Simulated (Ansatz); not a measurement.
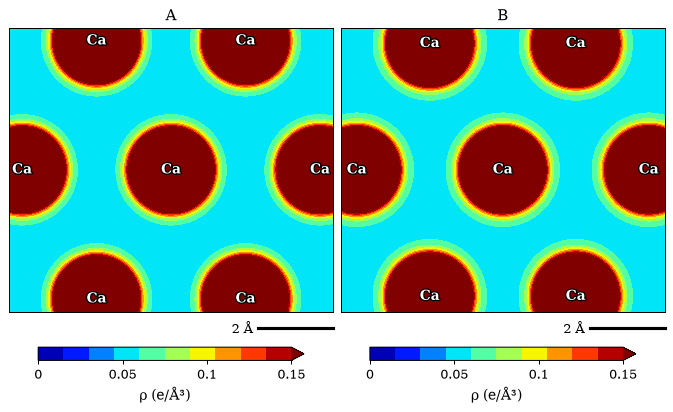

Ca. The valence electron density of two cells that differ in size, on the (111) plane of each (indices in the axes of the calculation cell), at one length scale and on one colour scale: A has 44.5 Å³ an atom and B 41.9.

Computed with Ansatz 0.2.0, Kohn-Sham DFT of a periodic cell, PBEsol, Ansatz PAW earlier set.

Core electrons are frozen (PAW), and the valence fields are smoothed inside the atomic spheres.

Question: What changes from the larger cell to the smaller?

Answer: From the larger cell to the smaller, Ca–Ca goes from 3.98 to 3.90 Å, and the density at its midpoint from 0.05 to 0.05 e/Å³; the pressure goes from −1.4 to −0.6 GPa.
